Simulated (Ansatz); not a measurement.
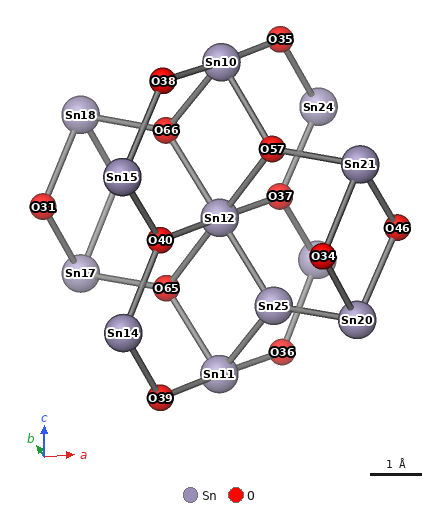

This is the input geometry for a relaxation of a defect cell of composition Sn$_{25}$O$_{47}$ (cell charge +3). The picture is a ball-and-stick view of the atoms within 4.2 Å of the atom that moves most (axes of the cell of the calculation (origin shifted)), seen slightly off an axis.

Method: DFT, PBEsol, PAW, plane waves in Ansatz 0.2.0.

Settings: plane-wave cutoff 420 eV; k-point mesh 1 × 1 × 1; mesh shifted by (0.25, 0.25, 0.25); collinear spin; atoms relaxed in a fixed cell; force threshold 0.03 eV/Å; at most 80 steps.

```
CELL_PARAMETERS angstrom
9.53809 0.00000 0.00000
0.00000 9.53809 0.00000
0.00000 0.00000 9.63630
ATOMIC_POSITIONS crystal
Sn 0.00049 0.00229 0.00044
Sn 0.00213 0.00257 0.33841
Sn 0.00203 0.00159 0.66785
Sn 0.00394 0.49737 0.00320
Sn 0.99751 0.49794 0.33530
Sn 0.99673 0.49700 0.66543
Sn 0.50769 0.99868 0.99969
Sn 0.49657 0.00221 0.33424
Sn 0.50090 0.00489 0.66954
Sn 0.50259 0.50142 0.99795
Sn 0.49817 0.50157 0.33547
Sn 0.49878 0.50057 0.66781
Sn 0.25067 0.25174 0.16196
Sn 0.25062 0.25079 0.49787
Sn 0.24887 0.25216 0.82901
Sn 0.24743 0.74857 0.16709
Sn 0.25014 0.74930 0.49743
Sn 0.24987 0.74985 0.83457
Sn 0.75369 0.24852 0.16564
Sn 0.74461 0.25322 0.50268
Sn 0.75032 0.24966 0.83368
Sn 0.74965 0.75264 0.16508
Sn 0.75049 0.75606 0.50195
Sn 0.75129 0.74641 0.82961
Sn 0.59538 0.40281 0.50123
O 0.15564 0.15012 0.99770
O 0.15426 0.15586 0.33317
O 0.14834 0.15659 0.66808
O 0.15352 0.65322 0.00312
O 0.14918 0.65705 0.33332
O 0.15295 0.65216 0.66884
O 0.65079 0.15159 0.99762
O 0.65426 0.15151 0.32966
O 0.65448 0.15565 0.66673
O 0.65380 0.65345 0.00107
O 0.65761 0.65305 0.33639
O 0.65317 0.65571 0.66651
O 0.35104 0.34788 0.00455
O 0.34572 0.34553 0.33178
O 0.34608 0.34834 0.66587
O 0.34945 0.84714 0.99908
O 0.34639 0.84434 0.33204
O 0.34678 0.85045 0.66550
O 0.84465 0.34385 0.99798
O 0.84498 0.34704 0.33161
O 0.84596 0.34591 0.67062
O 0.84876 0.84453 0.00032
O 0.84726 0.84808 0.33535
O 0.84403 0.84604 0.66482
O 0.09688 0.40882 0.16629
O 0.09792 0.40097 0.49849
O 0.10003 0.39953 0.83267
O 0.09610 0.90249 0.16545
O 0.09888 0.90389 0.49896
O 0.09419 0.90150 0.83209
O 0.59573 0.40138 0.16707
O 0.59232 0.40498 0.83411
O 0.59524 0.90059 0.16818
O 0.59838 0.90357 0.49850
O 0.60038 0.90325 0.83078
O 0.40279 0.09679 0.16906
O 0.39877 0.09756 0.50064
O 0.40149 0.09706 0.83565
O 0.40211 0.59711 0.16475
O 0.40391 0.59842 0.49761
O 0.40291 0.59775 0.83312
O 0.90370 0.09728 0.16612
O 0.90569 0.09295 0.50013
O 0.90282 0.09847 0.83438
O 0.89754 0.59779 0.16861
O 0.90376 0.59576 0.49994
O 0.90126 0.59626 0.83619
```

> What does the optimiser find from here?

After 22 geometry steps the energy has fallen by 19.020 eV per cell of the calculation. Largest force component: 18 eV/Å at the start, 0.026 eV/Å at the end. Sn12 moves most: 2.04 Å along −a. Largest moves by element: Sn 2.04 Å, O 0.37 Å. The lattice vectors keep their values. Some distances before and after: Sn12–O37 2.088 → 3.877 Å, Sn12–O31 3.602 → 2.021 Å, Sn12–O57 2.048 → 3.594 Å, Sn25–O57 3.208 → 2.030 Å. New bonds form, among them: Sn12–O31 (3.60 → 2.02 Å), Sn25–O37 (2.94 → 2.01 Å), Sn25–O57 (3.21 → 2.03 Å). Bonds break, among them: Sn12–O37 (2.09 → 3.88 Å), Sn12–O57 (2.05 → 3.59 Å). Among the angles between lasting bonds that change: Sn12–O65–Sn17 128.4° → 94.2°, Sn12–O66–Sn18 129.6° → 95.5°, Sn12–O40–Sn15 129.2° → 97.4°. The program noted that the starting moments weren't kept. The run took 20 s on 1 × NVIDIA GB200 with 8 threads of Arm Neoverse-V2, peak memory 2 GiB.

After the run, drawn alike:

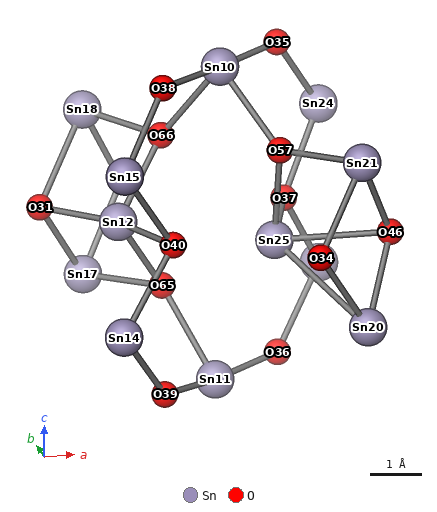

Limits of the set-up: the cell is charged, on a uniform background, and energies carry no finite-size correction.
